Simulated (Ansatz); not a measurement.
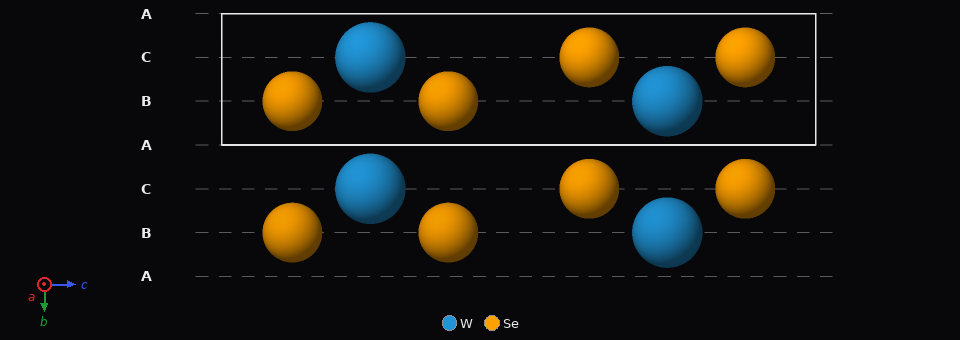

The picture looks along a close-packed row of the hexagonal mesh; c points to the right. The dashed lines mark the three columns A (0, 0), B (1/3, 2/3) and C (2/3, 1/3). The sequence starts with the first layer at or above the cell's origin.

The compound is WSe₂, taken as the geometry relaxed with Ansatz 0.2.0, DFT, PBE-D4, plane waves, PAW.

### List the layers of one repeat.

Se(B) – W(C) – Se(B) – Se(C) – W(B) – Se(C) (six layers in 12.83 Å).

### How are the Se layers alone stacked?

Se layers alone: BBCC, a sequence in which some neighbouring layers lie directly above each other.

### Which positions between or in the Se layers do the other atoms fill?

W: two trigonal-prismatic sites in each hexagonal cell. Two of the four gaps between Se layers are empty, 3.05 Å wide.

### What short polytype symbol fits?

Polytype symbol 2H, the symbol of a layered MX2 polytype (number of slabs in the repeat and lattice).
